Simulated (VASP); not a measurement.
Br

```
CELL_PARAMETERS angstrom
4.59760 0.00000 0.00000
0.00000 4.59760 0.00000
0.00000 0.00000 4.59760
ATOMIC_POSITIONS crystal
Br 0.50000 0.00000 0.00000
Br 0.00000 0.50000 0.00000
Br 0.00000 0.00000 0.50000
```

Space group Pm-3m; a structure from a database of computed crystals, not necessarily the ambient phase.

All numbers below come from VASP, Kohn-Sham DFT of a periodic cell, r2SCAN, VASP PAW PBE potentials, recommended.

Core electrons are frozen (PAW), and the valence fields are smoothed inside the atomic spheres.

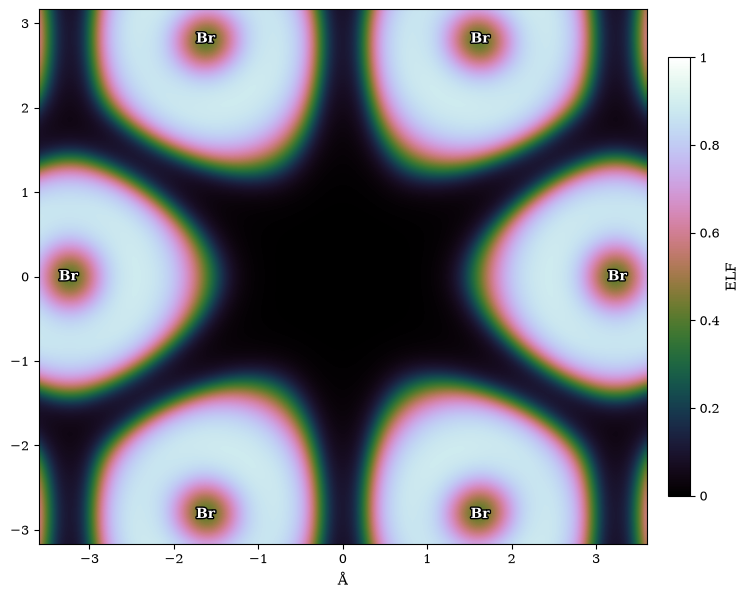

Figure 1. ELF on the (111) plane of the conventional cell.

**What does the map show?**

- The plane passes through Br nuclei.
- Br–Br (3.25 Å): the ELF is about 0.10 at the midpoint; no shared electron pair shows on this line.

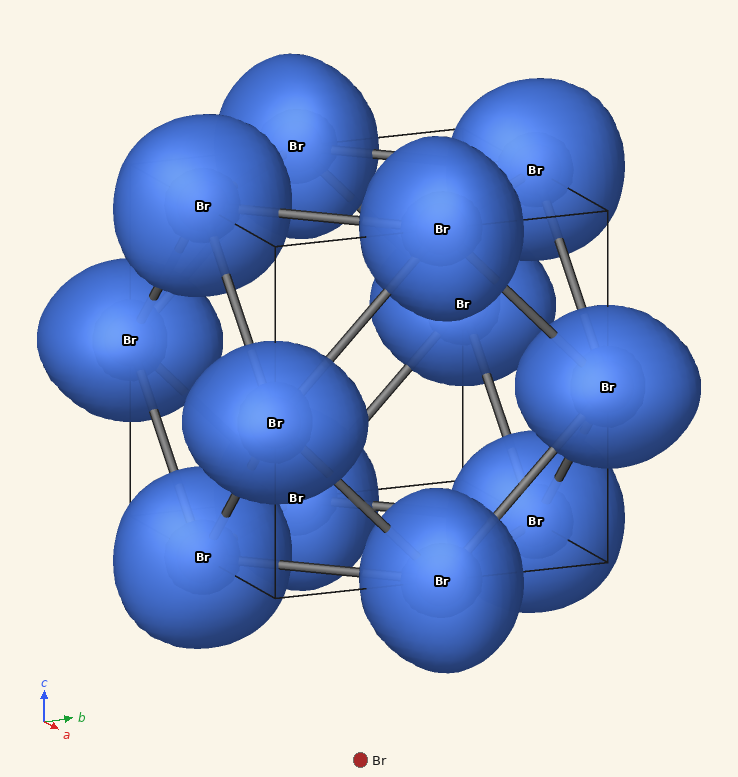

Figure 2. Isosurface of the electron localisation function at 0.8 (blue), seen slightly off an axis. Core shells and regions of very low density are left out. Sticks mark near contacts.

**What do the ELF domains correspond to?**

At this value the surface marks out three regions wrapped around Br (the valence shell of each), counted in one cell of 3 atoms. Any copies at cell faces, edges or corners count once.
